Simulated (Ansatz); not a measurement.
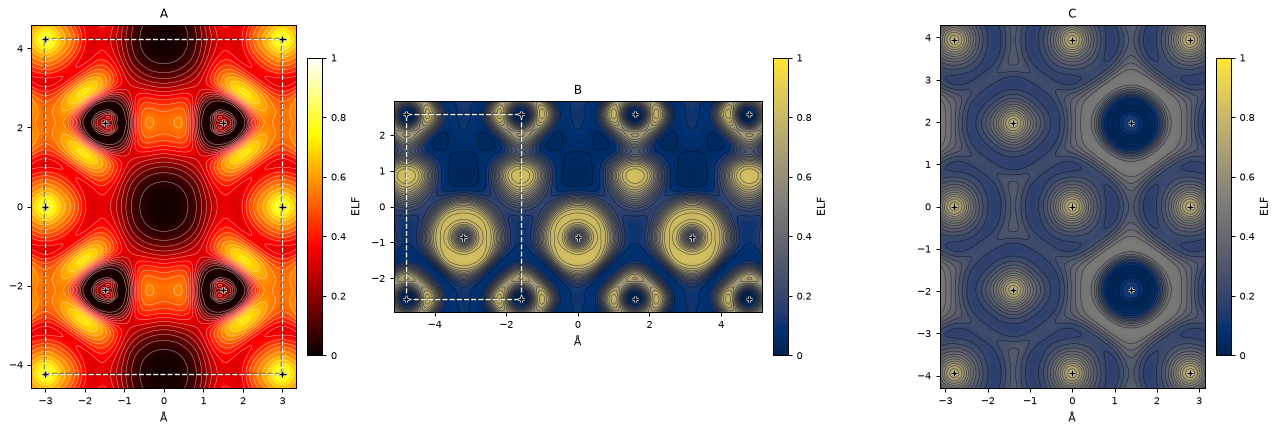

The electron localisation function of 3 systems, each on a plane through atoms (crosses mark nuclei in the plane).

The calculation used Kohn-Sham DFT of a periodic cell, PBEsol, Ansatz PAW in Ansatz.

System 1: Al₂Au, the (101) plane of the conventional cell. Space group Fm-3m.

System 2: AlNi₃, the (110) plane of the conventional cell. Space group Fm-3m; a structure from a database of computed crystals, not necessarily the ambient phase; computed pressure about 2 GPa in this cell; the program warned that a starting moment wasn't kept; spin-polarised, but the moments vanished.

```yaml
crystal:
  lattice:
    - [5.57856, 0.00000, 0.00000]
    - [0.00000, 5.57856, 0.00000]
    - [0.00000, 0.00000, 5.57856]
  atoms:
    - { symbol: Ni, position: [0.75000, 0.25000, 0.25000] }
    - { symbol: Ni, position: [0.25000, 0.75000, 0.25000] }
    - { symbol: Ni, position: [0.25000, 0.25000, 0.75000] }
    - { symbol: Ni, position: [0.75000, 0.75000, 0.75000] }
    - { symbol: Ni, position: [0.00000, 0.00000, 0.00000] }
    - { symbol: Ni, position: [0.50000, 0.50000, 0.00000] }
    - { symbol: Ni, position: [0.50000, 0.00000, 0.50000] }
    - { symbol: Ni, position: [0.00000, 0.50000, 0.50000] }
    - { symbol: Ni, position: [0.25000, 0.25000, 0.25000] }
    - { symbol: Ni, position: [0.75000, 0.75000, 0.25000] }
    - { symbol: Ni, position: [0.75000, 0.25000, 0.75000] }
    - { symbol: Ni, position: [0.25000, 0.75000, 0.75000] }
    - { symbol: Al, position: [0.50000, 0.00000, 0.00000] }
    - { symbol: Al, position: [0.00000, 0.50000, 0.00000] }
    - { symbol: Al, position: [0.00000, 0.00000, 0.50000] }
    - { symbol: Al, position: [0.50000, 0.50000, 0.50000] }
```

System 3: TiO, the (110) plane of the conventional cell. Space group P-6m2; computed pressure about −39 GPa in this cell.

```xyz
2
Lattice="2.9900 0.0000 0.0000 -1.4950 2.5894 0.0000 0.0000 0.0000 3.1939" Properties=species:S:1:pos:R:3 pbc="T T T"
Ti    1.4950    0.8631    0.0000
O     0.0000    0.0000    1.5970
```

> Which map belongs to which system?

Panel A is system 1, Al₂Au: the plane holds Au and Al. Al–Au (2.60 Å): the ELF is about 0.50 at the midpoint. Panel B is system 3, TiO: the plane holds Ti and O. Ti–O (2.35 Å): the ELF peaks at about 0.85 in the valence shell of O, 0.6 Å from its nucleus, and is about 0.10 at the midpoint (no localised pair shows between them). Panel C is system 2, AlNi₃: the plane holds Ni and Al. Ni–Ni (2.42 Å): the ELF is about 0.25 at the midpoint; no shared electron pair shows on this line.
